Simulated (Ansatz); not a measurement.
## Mn: 5 runs along one coordinate

System: Mn (P6/mmm, 3 atoms in the cell).
Method: DFT, m-r2SCAN, plane waves (500 eV) with PAW, scalar-relativistic, spin-polarised (Ansatz 0.2.0).

The 5 runs differ only in the geometry, by an even scaling of the cell at fixed fractional positions.

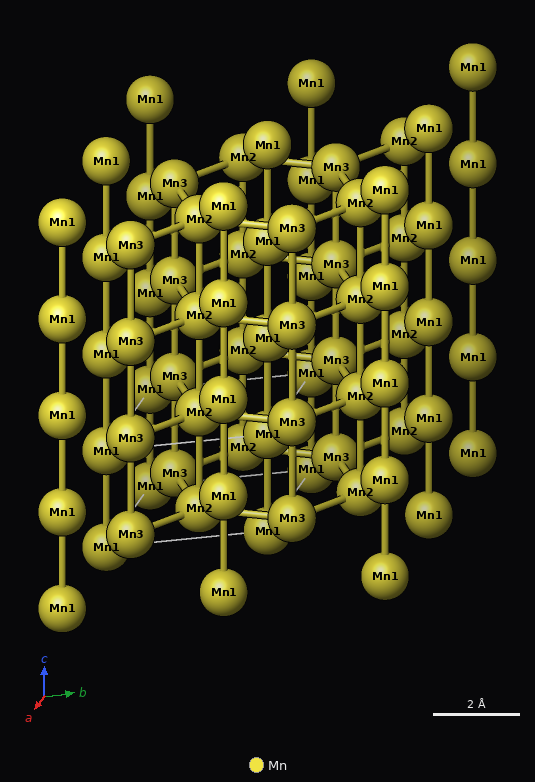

Figure 1. The structure of run 3 (ball-and-stick view of the cell of the calculation, repeated 2 × 2 × 4, seen at an oblique angle; atoms are numbered from 1 in the order of the input).

## Input of run 3
```yaml
crystal:
  lattice:
    - [3.9217793392, 0.0, 0.0]
    - [-1.9608896696, 3.3963605358, 0.0]
    - [0.0, 0.0, 2.4543199887]
  atoms:
    - { symbol: Mn, position: [1.0, 1.0, 0.0], spin: 3.0 }
    - { symbol: Mn, position: [0.3333333333, 0.6666666667, 0.5], spin: 3.0 }
    - { symbol: Mn, position: [0.6666666667, 0.3333333333, 0.5], spin: 3.0 }
hamiltonian:
  xc: mr2scan
  pseudopotentials:
    kind: paw
    azcp:
      Mn: "pseudopotentials/Mn.paw.azcp"
basis:
  ecutwfc: 500
  fft_grid_basis: typed
kpoints:
  mp_grid: { grid: [11, 11, 15], shift: [0, 0, 0] }
magnetization:
  spin_polarized: true
scf:
  occupations: { method: fermi_dirac, width: 0.05 }
  lower_state_search: "off"
output:
  stress: true
```

Lattice vectors (Å) and fractional positions of run 3:
```
   3.921779    0.000000    0.000000
  -1.960890    3.396361    0.000000
   0.000000    0.000000    2.454320
Mn  1.000000  1.000000  0.000000
Mn  0.333333  0.666667  0.500000
Mn  0.666667  0.333333  0.500000
```

Run 4 differs from it as follows:
```diff
-    - [3.9217793392, 0.0, 0.0]
-    - [-1.9608896696, 3.3963605358, 0.0]
-    - [0.0, 0.0, 2.4543199887]
+    - [3.9714273862, 0.0, 0.0]
+    - [-1.9857136931, 3.4393570057, 0.0]
+    - [0.0, 0.0, 2.4853906287]
```

## Results, with one run withheld

```csv
run,volume per atom (Å³),"free energy per atom, from the lowest run given (meV)",pressure (GPa)
1,9.221,176.15,50.50
2,10.478,0.00,−0.21
3,10.897,15.24,−11.05
4,11.316,?,?
5,11.735,117.32,−26.83
```

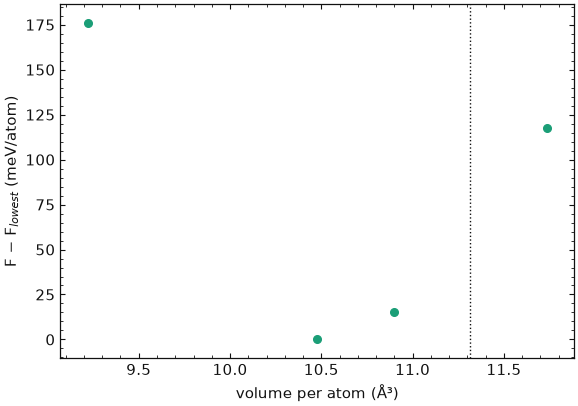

Figure 2. Free energy per atom of the runs given; the dotted line marks run 4.

Estimate the energy of run 4 from the others.

A quadratic polynomial in V^(−2/3) (the Birch–Murnaghan form), fitted to the 4 runs given, misses them by at most 0.31 meV per atom. With x = V^(−2/3) − 0.20834 Å⁻², it reads F = 0.37899 − 489.18 x + 5.0877e+05 x² (meV per atom). At run 4 it gives 55.53 meV per atom, and the run itself gives 56.00. The slope of the fit gives a pressure −dF/dV of −19.86 GPa there, and the run prints −19.80 GPa. The two needn't agree exactly: the fit is approximate, and the printed stress is taken on a finite basis. The fit has its minimum at 10.479 Å³ per atom, where V d²F/dV² gives 302 GPa. Cell shape and fractional positions are held, so this is the stiffness under even scaling; the relaxed bulk modulus wasn't computed.

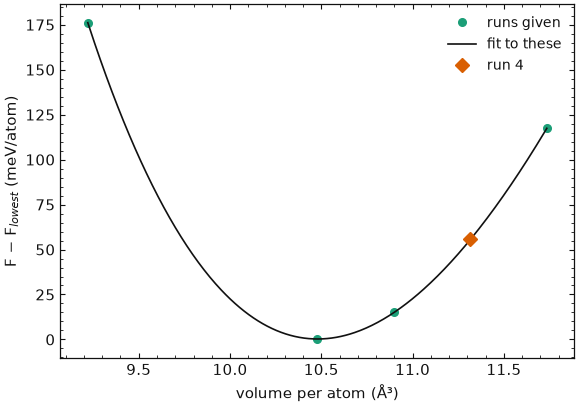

Figure 3. The fit and the withheld run.

## Output, shortened to warnings, some set-up lines, iterations and results (run 4)
```
WARN: the starting moments were not kept: the SCF closed with an absolute magnetisation of 3.2e-4 μB, where they sum to 9 μB in size (3 sites). That is at most 0.1 of that sum. Measured as dr2_m measures the in/out step, that magnetisation stands 8.0e-8 eV from none, at or under the dr2_threshold of 1.0e-7 eV: it is no larger than a step whose dr2_m would equal this threshold. The system may hold …
Basis set: ecut = 500 eV, 903 PW (Γ), exchange–correlation on 120×120×80 points (64 copies of the dense FFT grid, shifted against one another)
Symmetry: 24 space group operations
k-points: 128 of 1815
Initial density: superposition of atomic densities (chi_scale 0.1, normalization cell)
[...]
SCF iter   1: F=-11706.812308 eV  HF=-11708.457364 eV  |F-HF|=1.65e0  |Δ(HF+E_count)|=         —  Δρ=1.54e-1 (↑1.54e-1 ↓7.73e-2)  dr2=2.81e0  dr2_τ=8.44e-2  dr2_m=3.83e0  …
SCF iter   2: F=-11706.724425 eV  HF=-11708.199737 eV  |F-HF|=1.48e0  |Δ(HF+E_count)|=   2.58e-1  Δρ=7.95e-2 (↑7.95e-2 ↓4.41e-2)  dr2=2.70e0  dr2_τ=2.55e-2  dr2_m=6.97e-1  …
SCF iter   3: F=-11683.110089 eV  HF=-11709.055826 eV  |F-HF|=2.59e1  |Δ(HF+E_count)|=   8.56e-1  Δρ=1.50e-1 (↑1.50e-1 ↓1.17e-1)  dr2=2.90e1  dr2_τ=7.54e-2  dr2_m=3.68e-1  …
SCF iter   4: F=-11709.496284 eV  HF=-11708.345303 eV  |F-HF|=1.15e0  |Δ(HF+E_count)|=   7.11e-1  Δρ=4.40e-2 (↑4.40e-2 ↓3.37e-2)  dr2=1.11e-1  dr2_τ=7.58e-3  dr2_m=4.26e-1  …
SCF iter   5: F=-11709.639506 eV  HF=-11708.456679 eV  |F-HF|=1.18e0  |Δ(HF+E_count)|=   1.11e-1  Δρ=3.86e-2 (↑3.86e-2 ↓3.00e-2)  dr2=9.24e-2  dr2_τ=5.29e-3  dr2_m=3.28e-1  …
[... 19 lines ...]
SCF iter  25: F=-11710.140445 eV  HF=-11710.140445 eV  |F-HF|=1.09e-7  |Δ(HF+E_count)|=   1.94e-7  Δρ=2.70e-6 (↑2.70e-6 ↓1.98e-6)  dr2=8.88e-10  dr2_τ=2.54e-11  …
SCF iter  26: F=-11710.140445 eV  HF=-11710.140445 eV  |F-HF|=1.42e-8  |Δ(HF+E_count)|=   9.04e-8  Δρ=1.78e-6 (↑1.64e-6 ↓1.78e-6)  dr2=7.85e-10  dr2_τ=2.09e-11  …
SCF iter  27: F=-11710.140445 eV  HF=-11710.140445 eV  |F-HF|=3.73e-9  |Δ(HF+E_count)|=   2.63e-8  Δρ=9.00e-7 (↑9.00e-7 ↓7.27e-7)  dr2=4.54e-11  dr2_τ=2.05e-12  …
SCF iter  28: F=-11710.140445 eV  HF=-11710.140445 eV  |F-HF|=8.22e-10  |Δ(HF+E_count)|=   6.85e-9  Δρ=4.33e-7 (↑3.39e-7 ↓4.33e-7)  dr2=1.49e-11  dr2_τ=6.57e-13  …
SCF 1 converged in 28 iterations: F = -11710.140445 eV  dr2 = 1.49e-11
this state was not tested for a lower state beside it, because the mixer in use, unlike msr1, does not test its closes by its own steps (another_mixer; see scf.mixing.algorithm and scf.lower_state_search)
SCF converged after 28 iterations
Magnetization: 0.0002 μB (22.5001 up, 22.4999 down)
Absolute magnetization: 0.0003 μB (∫|ρ↑−ρ↓|, with the PAW one-centre terms)
Spin contamination: 0.0000 ħ² per cell (⟨S²⟩ above its minimum at these occupations)
Per-site moments (μB) at R_I (Å): [(0.00022759771167664186, 1.02522363433875), (-3.524090938956965e-5, 0.9458231765722346), (-3.524090938956965e-5, 0.9458231765722346)]
Free energy (F): -11710.140445 eV
Harris-Foulkes:  -11710.140445 eV  (|F-HF|=8.22e-10)
Internal energy: -11710.110263 eV  (E = F + TS)
E sigma→0 (E₀):  -11710.125354 eV
Entropy (-TS):   -0.030182 eV (-10.061 meV/atom)
Fermi energy:    18.910204 eV
--- Per-component energies (eV) ---
  E_band       = -582.370661
  E_kinetic    = 922.110786
  E_local      = -4870.484923  (includes V_loc(G=0)·N_el)
  E_nonlocal   = 712.432035
  E_hartree    = 2017.944708
  E_xc         = -333.648814
  E_vxc        = -492.065037  (∫ρ·V_xc dr)
  E_paw        = -3917.807061  (= ΣΔE_a)
  E_vpaw       = -924.202703  (= ΣTr[D̂ρ^β])
  E_aug_tail   = -0.000013  (compensation charges beyond the density's cutoff)
  E_vtau       = 33.949784  (kinetic-family band-sum trace: ∫τ·v_τ [+ j·A + Jᵃ·Aᵃ] dr)
  E_ewald      = -6239.807851
  E_core_change = -0.849129  (= ΣΔE_core)
  E_smearing   = -0.030182  (= −TS)
  E_closure    = 0.000000  (closes the sum)
  Σ components = -11710.140445   (vs F -11710.140445, Δ=0.00e0)
--- Stress (GPa, compression-positive) ---
      -20.438494       0.000000       0.000000
        0.000000     -20.438494       0.000000
        0.000000       0.000000     -18.513682
  P = ⅓ Tr σ = -19.7969 GPa (-197.969 kbar)
```

The program warns: some starting moments were not kept; the state was not tested for a lower one.
